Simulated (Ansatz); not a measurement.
System: AlGa3N4, space group Cm (No. 8), 8 atoms in the cell, MgZn3O4-8 type type.

```xyz
8
Lattice="5.8131 -1.5788 0.0375 5.8131 1.5788 0.0375 -2.6014 0.0000 4.8076" Properties=species:S:1:pos:R:3 pbc="T T T"
Al    0.5188    0.0000    4.4243
Ga    7.6263    0.0000    2.0565
Ga    3.6466    0.0000    4.0384
Ga   10.7372    0.0000    1.6701
N    -1.1488    0.0000    3.5174
N     5.9187    0.0000    1.1339
N     9.0345    0.0000    0.7047
N     1.9132    0.0000    3.1465
```

Computed with Ansatz: DFT, r2SCAN+rVV10, plane waves, PAW, no spin polarisation, 10×10×6 k mesh, 500 eV cutoff.

What does the calculation give for the electronic structure?

There is a gap; over the k points computed it is 2.90 eV (direct among those points). Within the window shown, the tallest peak of the filled states lies 1.4 eV under the valence-band top, at about 7.2 states per eV and cell.

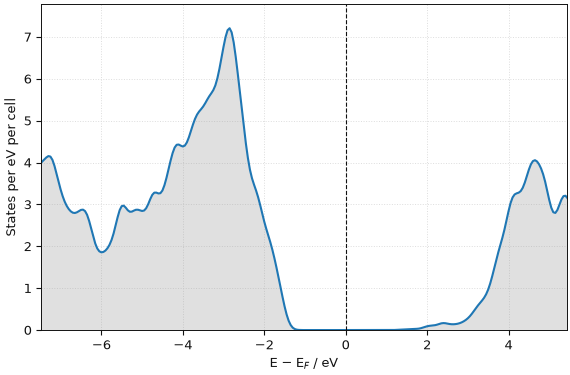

Density of states. Energies are counted from the Fermi level. The curve is built from the levels of the k mesh with Gaussians 0.3 eV wide, which also blur the band edges.
